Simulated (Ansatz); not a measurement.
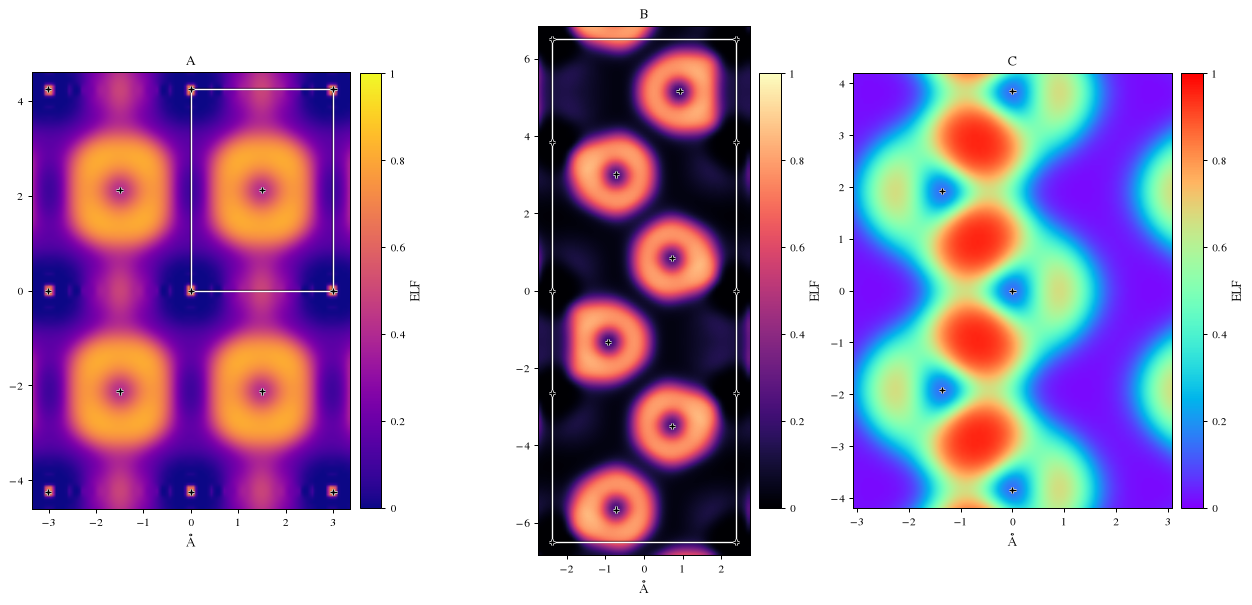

The ELF of 3 systems, each on a plane through atoms (crosses mark nuclei in the plane).

Method: Kohn-Sham DFT of a periodic cell, PBE, all-electron PAW datasets made for the crystal (Ansatz 0.2.0).

System 1: WS, the (011) plane of the conventional cell. Space group Pm-3m; a generated structure, not necessarily the stable one.

```xyz
2
Lattice="3.0079 0.0000 0.0000 0.0000 3.0079 0.0000 0.0000 0.0000 3.0079" Properties=species:S:1:pos:R:3 pbc="T T T"
W     1.5039    1.5039    1.5039
S     0.0000    0.0000    0.0000
```

System 2: Al2O3, the (010) plane of the conventional cell. Space group R-3c; computed pressure about 7 GPa in this cell.

```
CELL_PARAMETERS angstrom
4.76050 0.00000 0.00000
-2.38025 4.12271 0.00000
0.00000 0.00000 12.99560
ATOMIC_POSITIONS crystal
Al 0.33333 0.66667 0.01883
Al 0.00000 0.00000 0.35216
Al 0.66667 0.33333 0.68549
Al 0.00000 0.00000 0.14784
Al 0.66667 0.33333 0.48117
Al 0.33333 0.66667 0.81451
Al 0.33333 0.66667 0.31451
Al 0.00000 0.00000 0.64784
Al 0.66667 0.33333 0.98117
Al 0.66667 0.33333 0.18549
Al 0.33333 0.66667 0.51883
Al 0.00000 0.00000 0.85216
O 0.30668 0.30668 0.25000
O 0.97335 0.64001 0.58333
O 0.64001 0.97335 0.91667
O 0.00000 0.69332 0.25000
O 0.66667 0.02665 0.58333
O 0.33333 0.35999 0.91667
O 0.69332 0.00000 0.25000
O 0.35999 0.33333 0.58333
O 0.02665 0.66667 0.91667
O 0.35999 0.02665 0.08333
O 0.02665 0.35999 0.41667
O 0.69332 0.69332 0.75000
O 0.66667 0.64001 0.08333
O 0.33333 0.97335 0.41667
O 0.00000 0.30668 0.75000
O 0.97335 0.33333 0.08333
O 0.64001 0.66667 0.41667
O 0.30668 0.00000 0.75000
```

System 3: Si, the (110) plane of the conventional cell. Space group Fd-3m; a structure from a database of computed crystals, not necessarily the ambient phase.

```cif
data_structure
_symmetry_space_group_name_H-M 'P 1'
_symmetry_Int_Tables_number 1
_cell_length_a 5.4437
_cell_length_b 5.4437
_cell_length_c 5.4437
_cell_angle_alpha 90.000
_cell_angle_beta 90.000
_cell_angle_gamma 90.000
_cell_volume 161.32
loop_
_atom_site_label
_atom_site_type_symbol
_atom_site_fract_x
_atom_site_fract_y
_atom_site_fract_z
_atom_site_occupancy
Si1 Si 0.00000 0.00000 0.00000 1
Si2 Si 0.50000 0.50000 0.00000 1
Si3 Si 0.50000 0.00000 0.50000 1
Si4 Si 0.00000 0.50000 0.50000 1
Si5 Si 0.25000 0.25000 0.25000 1
Si6 Si 0.75000 0.75000 0.25000 1
Si7 Si 0.75000 0.25000 0.75000 1
Si8 Si 0.25000 0.75000 0.75000 1
```

Match each panel to its system.

Panel A is system 1, WS: the plane holds W and S. W–S (2.60 Å): the ELF peaks at about 0.80 in the valence shell of S, 0.8 Å from its nucleus, and is about 0.45 at the midpoint. Panel B is system 2, Al2O3: the plane holds Al and O. Al–O (1.85 Å): the ELF peaks at about 0.85 in the valence shell of O, 0.7 Å from its nucleus, and is about 0.80 at the midpoint. Panel C is system 3, Si: the plane holds Si. Si–Si (2.36 Å): the ELF peaks at about 0.95 between the atoms: a shared electron pair.
